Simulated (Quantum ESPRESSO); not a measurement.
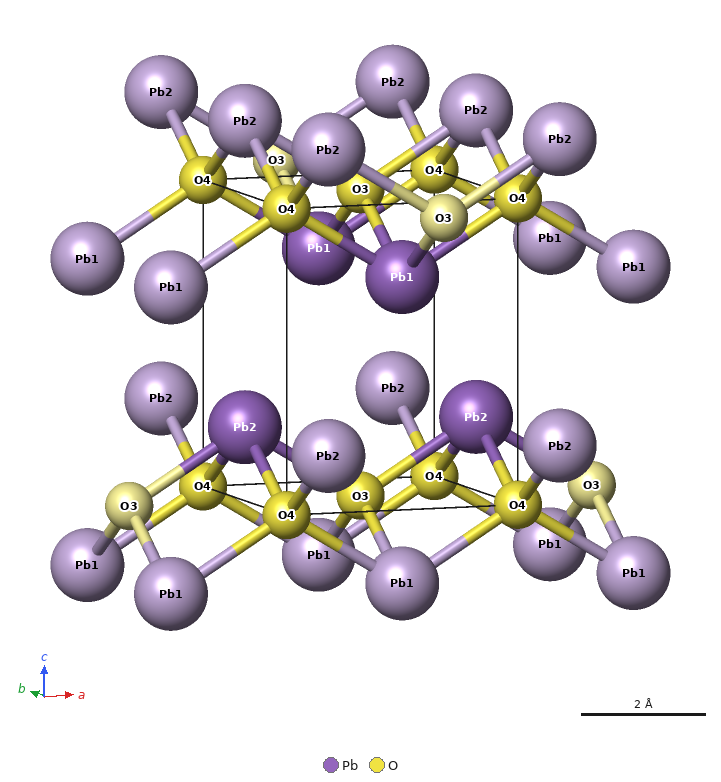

Fig. 1: The structure (ball-and-stick view of the cell of the calculation, seen slightly off an axis; neighbours outside the cell are drawn fainter; atoms are numbered from 1 in the order of the input).

## PbO: density-of-states run (part 1 of 2)

The run: density-of-states run of PbO (4 atoms in the cell). Method and program: Kohn-Sham DFT of a periodic cell, AM05, Ansatz NC SR PBE, no spin polarisation (Quantum ESPRESSO 7.5).

The structure derives from an entry of the Crystallography Open Database. The run did not end well.

### What the program printed
```
This program is part of the open-source Quantum ESPRESSO suite
     for quantum simulation of materials; please cite
         "P. Giannozzi et al., J. Phys.:Condens. Matter 21 395502 (2009);
         "P. Giannozzi et al., J. Phys.:Condens. Matter 29 465901 (2017);
         "P. Giannozzi et al., J. Chem. Phys. 152 154105 (2020);
          URL
     in publications or presentations arising from this work. More details at

     IMPORTANT: XC functional enforced from input :
     Exchange-correlation= XC-000I-000I-120L-135L-000I-000I
                           (   0   0 120 135   0   0   0)
     Any further DFT definition will be discarded
     Please, verify this is what you really want

     Message from routine setup:
     using ibrav=0 with symmetry is DISCOURAGED, use correct ibrav instead

     G-vector sticks info
     --------------------
     sticks:   dense  smooth     PW     G-vecs:    dense   smooth      PW
     Sum        1649    1649    481                63113    63113    9639

     Using Slab Decomposition

     bravais-lattice index     =            0
     lattice parameter (alat)  =       7.5400  a.u.
     unit-cell volume          =     538.2451 (a.u.)^3
     number of atoms/cell      =            4
     number of atomic types    =            2
     number of electrons       =        40.00
     number of Kohn-Sham states=           28
     kinetic-energy cutoff     =      91.0000  Ry
     charge density cutoff     =     364.0000  Ry
     scf convergence threshold =      8.0E-10
     mixing beta               =       0.5000
     number of iterations used =            8  plain     mixing
     Exchange-correlation= XC-000I-000I-120L-135L-000I-000I
                           (   0   0 120 135   0   0   0)

     celldm(1)=   7.540007  celldm(2)=   0.000000  celldm(3)=   0.000000
     celldm(4)=   0.000000  celldm(5)=   0.000000  celldm(6)=   0.000000

     crystal axes: (cart. coord. in units of alat)
               a(1) = (   1.000000   0.000000   0.000000 )
               a(2) = (   0.000000   1.000000   0.000000 )
               a(3) = (   0.000000   0.000000   1.255639 )

     reciprocal axes: (cart. coord. in units 2 pi/alat)
               b(1) = (  1.000000  0.000000  0.000000 )
               b(2) = (  0.000000  1.000000  0.000000 )
               b(3) = (  0.000000  0.000000  0.796407 )

     PseudoPot. # 1 for Pb read from file:
     Pb.upf
     Pseudo is Norm-conserving + core correction, Zval = 14.0
     Ansatz make-channels, of a published file: Generated using ONCVPSP code by D. R.
     Using radial grid of 1692 points,  9 beta functions with:
                l(1) =   0
                l(2) =   0
                l(3) =   0
                l(4) =   1
                l(5) =   1
                l(6) =   1
                l(7) =   2
                l(8) =   2
                l(9) =   3

     PseudoPot. # 2 for O  read from file:
     O.upf
     Pseudo is Norm-conserving + core correction, Zval =  6.0
     Ansatz make-channels, of a published file: Generated using ONCVPSP code by D. R.
     Using radial grid of  936 points,  5 beta functions with:
                l(1) =   0
                l(2) =   0
                l(3) =   1
                l(4) =   1
                l(5) =   2

     atomic species   valence    mass     pseudopotential
     Pb               14.00   207.20000     Pb( 1.00)
     O                 6.00    15.99900     O ( 1.00)

     16 Sym. Ops., with inversion, found ( 8 have fractional translation)

   Cartesian axes

     site n.     atom                  positions (alat units)
         1        Pb     tau(   1) = (   0.5000000   0.0000000   0.9542857  )
         2        Pb     tau(   2) = (   0.0000000   0.5000000   0.3013534  )
         3        O      tau(   3) = (   0.5000000   0.5000000   0.0000000  )
         4        O      tau(   4) = (   0.0000000   0.0000000   0.0000000  )

     number of k points=    30
                       cart. coord. in units 2pi/alat
        k(    1) = (   0.0714286   0.0714286   0.0663673), wk =   0.0544218
        k(    2) = (   0.0714286   0.0714286   0.1991018), wk =   0.0544218
        k(    3) = (   0.0714286   0.0714286   0.3318363), wk =   0.0544218
        k(    4) = (   0.0714286   0.2142857   0.0663673), wk =   0.1088435
        k(    5) = (   0.0714286   0.2142857   0.1991018), wk =   0.1088435
        k(    6) = (   0.0714286   0.2142857   0.3318363), wk =   0.1088435
        k(    7) = (   0.0714286   0.3571429   0.0663673), wk =   0.1088435
        k(    8) = (   0.0714286   0.3571429   0.1991018), wk =   0.1088435
        k(    9) = (   0.0714286   0.3571429   0.3318363), wk =   0.1088435
        k(   10) = (   0.0714286  -0.5000000   0.0663673), wk =   0.0544218
        k(   11) = (   0.0714286  -0.5000000   0.1991018), wk =   0.0544218
        k(   12) = (   0.0714286  -0.5000000   0.3318363), wk =   0.0544218
        k(   13) = (   0.2142857   0.2142857   0.0663673), wk =   0.0544218
        k(   14) = (   0.2142857   0.2142857   0.1991018), wk =   0.0544218
        k(   15) = (   0.2142857   0.2142857   0.3318363), wk =   0.0544218
        k(   16) = (   0.2142857   0.3571429   0.0663673), wk =   0.1088435
        k(   17) = (   0.2142857   0.3571429   0.1991018), wk =   0.1088435
        k(   18) = (   0.2142857   0.3571429   0.3318363), wk =   0.1088435
        k(   19) = (   0.2142857  -0.5000000   0.0663673), wk =   0.0544218
        k(   20) = (   0.2142857  -0.5000000   0.1991018), wk =   0.0544218
        k(   21) = (   0.2142857  -0.5000000   0.3318363), wk =   0.0544218
        k(   22) = (   0.3571429   0.3571429   0.0663673), wk =   0.0544218
        k(   23) = (   0.3571429   0.3571429   0.1991018), wk =   0.0544218
        k(   24) = (   0.3571429   0.3571429   0.3318363), wk =   0.0544218
        k(   25) = (   0.3571429  -0.5000000   0.0663673), wk =   0.0544218
        k(   26) = (   0.3571429  -0.5000000   0.1991018), wk =   0.0544218
        k(   27) = (   0.3571429  -0.5000000   0.3318363), wk =   0.0544218
        k(   28) = (  -0.5000000  -0.5000000   0.0663673), wk =   0.0136054
        k(   29) = (  -0.5000000  -0.5000000   0.1991018), wk =   0.0136054
        k(   30) = (  -0.5000000  -0.5000000   0.3318363), wk =   0.0136054

     Dense  grid:    63113 G-vectors     FFT dimensions: (  48,  48,  60)

     WARNING: libxc functional with ID  120 depends
      on external parameters: check the user_guide of
      QE if you need to modify them or to check their
      default values.

     WARNING: libxc functional with ID  135 depends
      on external parameters: check the user_guide of
      QE if you need to modify them or to check their
      default values.

     Initial potential from superposition of free atoms

     starting charge      39.9957, renormalised to      40.0000
     Starting wfcs are   26 randomized atomic wfcs +    2 random wfcs

     Self-consistent Calculation

     iteration #  1     ecut=    91.00 Ry     beta= 0.50
     Davidson diagonalization with overlap
     c_bands:  1 eigenvalues not converged
     c_bands:  2 eigenvalues not converged
     c_bands:  1 eigenvalues not converged
     c_bands:  1 eigenvalues not converged
     c_bands:  1 eigenvalues not converged
     ethr =  1.00E-02,  avg # of iterations = 15.3

     total energy              =    -397.25299816 Ry
     estimated scf accuracy    <       1.35469030 Ry

     iteration #  2     ecut=    91.00 Ry     beta= 0.50
     Davidson diagonalization with overlap
     ethr =  3.39E-03,  avg # of iterations =  2.7

     total energy              =    -397.49194096 Ry
     estimated scf accuracy    <       1.93801659 Ry

     iteration #  3     ecut=    91.00 Ry     beta= 0.50
     Davidson diagonalization with overlap
     ethr =  3.39E-03,  avg # of iterations =  1.0

     total energy              =    -397.84255916 Ry
     estimated scf accuracy    <       0.02883100 Ry

     iteration #  4     ecut=    91.00 Ry     beta= 0.50
     Davidson diagonalization with overlap
     c_bands:  1 eigenvalues not converged
     c_bands:  1 eigenvalues not converged
     c_bands:  1 eigenvalues not converged
     c_bands:  2 eigenvalues not converged
     c_bands:  2 eigenvalues not converged
     c_bands:  1 eigenvalues not converged
     c_bands:  2 eigenvalues not converged
     c_bands:  2 eigenvalues not converged
     c_bands:  1 eigenvalues not converged
     ethr =  7.21E-05,  avg # of iterations = 15.6

     total energy              =    -397.85968611 Ry
     estimated scf accuracy    <       0.01086791 Ry

     iteration #  5     ecut=    91.00 Ry     beta= 0.50
     Davidson diagonalization with overlap
     c_bands:  1 eigenvalues not converged
     c_bands:  1 eigenvalues not converged
     ethr =  2.72E-05,  avg # of iterations =  9.3

     total energy              =    -397.86205375 Ry
     estimated scf accuracy    <       0.00134661 Ry

     iteration #  6     ecut=    91.00 Ry     beta= 0.50
     Davidson diagonalization with overlap
     c_bands:  1 eigenvalues not converged
     c_bands:  2 eigenvalues not converged
     c_bands:  2 eigenvalues not converged
     c_bands:  1 eigenvalues not converged
     c_bands:  1 eigenvalues not converged
     ethr =  3.37E-06,  avg # of iterations = 12.5

     total energy              =    -397.86249840 Ry
     estimated scf accuracy    <       0.00012512 Ry

     iteration #  7     ecut=    91.00 Ry     beta= 0.50
     Davidson diagonalization with overlap
     c_bands:  1 eigenvalues not converged
     ethr =  3.13E-07,  avg # of iterations =  6.0

     total energy              =    -397.86255200 Ry
     estimated scf accuracy    <       0.00001339 Ry

     iteration #  8     ecut=    91.00 Ry     beta= 0.50
     Davidson diagonalization with overlap
     ethr =  3.35E-08,  avg # of iterations =  6.9

     total energy              =    -397.86256115 Ry
     estimated scf accuracy    <       0.00000329 Ry

     iteration #  9     ecut=    91.00 Ry     beta= 0.50
     Davidson diagonalization with overlap
     ethr =  8.22E-09,  avg # of iterations =  4.5

     total energy              =    -397.86256251 Ry
     estimated scf accuracy    <       0.00000029 Ry

     iteration # 10     ecut=    91.00 Ry     beta= 0.50
     Davidson diagonalization with overlap
     ethr =  7.22E-10,  avg # of iterations =  8.1

     total energy              =    -397.86256300 Ry
     estimated scf accuracy    <       0.00000010 Ry

     iteration # 11     ecut=    91.00 Ry     beta= 0.50
     Davidson diagonalization with overlap
     ethr =  2.52E-10,  avg # of iterations =  4.7

     total energy              =    -397.86256306 Ry
     estimated scf accuracy    <          8.3E-09 Ry

     iteration # 12     ecut=    91.00 Ry     beta= 0.50
     Davidson diagonalization with overlap
     ethr =  2.06E-11,  avg # of iterations =  8.5

     total energy              =    -397.86256308 Ry
     estimated scf accuracy    <          4.1E-09 Ry

     iteration # 13     ecut=    91.00 Ry     beta= 0.50
     Davidson diagonalization with overlap
     ethr =  1.03E-11,  avg # of iterations =  2.5

     End of self-consistent calculation

          k = 0.0714 0.0714 0.0664 (  7925 PWs)   bands (ev):

    -9.4994  -9.0117  -7.2615  -7.2519  -7.1935  -7.1837  -7.1128  -7.0565
    -7.0411  -7.0211  -7.0057  -5.7051   1.2359   2.2812   4.5328   4.6648
     6.8959   6.9104   7.2721   8.6979  11.3453  13.5093  13.6998  14.7095
    15.2605  15.5563  16.5036  17.3442

          k = 0.0714 0.0714 0.1991 (  7899 PWs)   bands (ev):

    -9.4898  -9.0050  -7.2408  -7.2352  -7.1971  -7.1748  -7.1035  -7.0734
    -7.0665  -7.0345  -7.0096  -5.6986   0.5541   3.2142   4.5908   4.7374
     6.8548   6.9722   7.2708   8.4149  11.0738  12.5609  13.1013  14.4927
    16.3036  16.3044  16.8091  17.6084

          k = 0.0714 0.0714 0.3318 (  7888 PWs)   bands (ev):

    -9.4802  -8.9983  -7.2174  -7.2130  -7.2039  -7.1504  -7.1149  -7.1009
    -7.0766  -7.0431  -7.0221  -5.6921   0.1690   3.9458   4.5914   4.8143
     6.8110   7.1525   7.2691   7.9289  10.9762  11.9168  12.6871  14.0628
    17.0110  17.0760  17.7137  17.7535

          k = 0.0714 0.2143 0.0664 (  7899 PWs)   bands (ev):

    -9.4238  -9.0403  -7.2486  -7.2255  -7.1664  -7.1624  -7.1210  -7.0628
    -7.0514  -7.0285  -6.9068  -5.8103   1.1999   2.1241   4.6143   4.9808
     6.3711   6.6140   7.1850   8.5725  12.1160  12.3778  13.7954  14.5184
    15.2578  15.6935  16.9880  19.0483

          k = 0.0714 0.2143 0.1991 (  7908 PWs)   bands (ev):

    -9.4197  -9.0370  -7.2352  -7.2175  -7.1712  -7.1522  -7.1238  -7.0745
    -7.0637  -7.0221  -6.9065  -5.8035   0.6806   2.7323   4.5477   5.0408
     6.4597   6.7275   7.2103   8.3516  11.7113  11.8872  13.2709  15.3203
    15.3580  16.3251  17.3322  19.0391

          k = 0.0714 0.2143 0.3318 (  7883 PWs)   bands (ev):

    -9.4156  -9.0336  -7.2226  -7.1985  -7.1826  -7.1485  -7.1275  -7.0917
    -7.0538  -7.0292  -6.9051  -5.7968   0.3604   3.2051   4.3945   5.1039
     6.4179   7.0075   7.4052   7.9610  11.1620  11.7413  12.9620  15.2490
    16.0718  16.7115  17.8767  19.2175

          k = 0.0714 0.3571 0.0664 (  7903 PWs)   bands (ev):

    -9.3091  -9.1022  -7.2177  -7.1921  -7.1542  -7.1370  -7.1171  -7.0698
    -7.0534  -7.0449  -6.6921  -6.0424   1.2206   1.8181   4.9151   5.4413
     6.0298   6.2703   6.8947   7.9634  11.8977  12.3577  14.2232  14.7350
    15.5961  15.8213  17.3922  18.8338

          k = 0.0714 0.3571 0.1991 (  7892 PWs)   bands (ev):

    -9.3116  -9.1039  -7.2240  -7.1926  -7.1670  -7.1450  -7.1045  -7.0638
    -7.0488  -7.0229  -6.6849  -6.0342   0.9442   2.0577   4.6741   5.4705
     5.8969   6.5206   7.0970   7.9570  11.5657  12.3323  13.8517  15.1291
    15.5870  16.1765  17.8092  19.1078

          k = 0.0714 0.3571 0.3318 (  7898 PWs)   bands (ev):

    -9.3140  -9.1056  -7.2300  -7.2003  -7.1731  -7.1501  -7.0843  -7.0652
    -7.0311  -7.0177  -6.6765  -6.0260   0.7458   2.2332   4.4712   5.5217
     5.7606   6.6067   7.5094   7.8513  11.2448  12.2848  13.6694  15.5486
    15.7760  16.1570  18.0584  19.1449

          k = 0.0714-0.5000 0.0664 (  7888 PWs)   bands (ev):

    -9.1950  -9.1950  -7.1824  -7.1824  -7.1590  -7.1590  -7.0755  -7.0755
    -7.0576  -7.0576  -6.3716  -6.3716   1.4441   1.4441   5.4303   5.4303
     5.9759   5.9759   7.1620   7.1620  12.0327  12.0327  14.8773  14.8773
    15.7077  15.7077  17.9950  17.9951

          k = 0.0714-0.5000 0.1991 (  7884 PWs)   bands (ev):

    -9.1997  -9.1997  -7.2044  -7.2044  -7.1594  -7.1594  -7.0649  -7.0649
    -7.0342  -7.0342  -6.3621  -6.3621   1.4059   1.4059   5.1693   5.1693
     6.0300   6.0300   7.4479   7.4479  11.9373  11.9373  14.7435  14.7435
    15.8691  15.8691  18.4223  18.4224

          k = 0.0714-0.5000 0.3318 (  7892 PWs)   bands (ev):

    -9.2043  -9.2043  -7.2234  -7.2234  -7.1572  -7.1572  -7.0526  -7.0526
    -7.0183  -7.0183  -6.3522  -6.3522   1.3667   1.3667   4.9836   4.9836
     6.0569   6.0569   7.6796   7.6796  11.8572  11.8572  14.6733  14.6733
    16.0584  16.0584  18.4885  18.4887

          k = 0.2143 0.2143 0.0664 (  7902 PWs)   bands (ev):

    -9.3634  -9.0629  -7.2397  -7.1917  -7.1465  -7.1458  -7.1246  -7.0620
    -7.0426  -7.0308  -6.8258  -5.8827   1.0650   1.9042   4.5413   5.5152
     6.0933   6.2427   7.4960   8.3820  12.1858  12.2883  13.0068  14.1232
    15.7572  15.9171  18.0646  18.3126

          k = 0.2143 0.2143 0.1991 (  7911 PWs)   bands (ev):
```
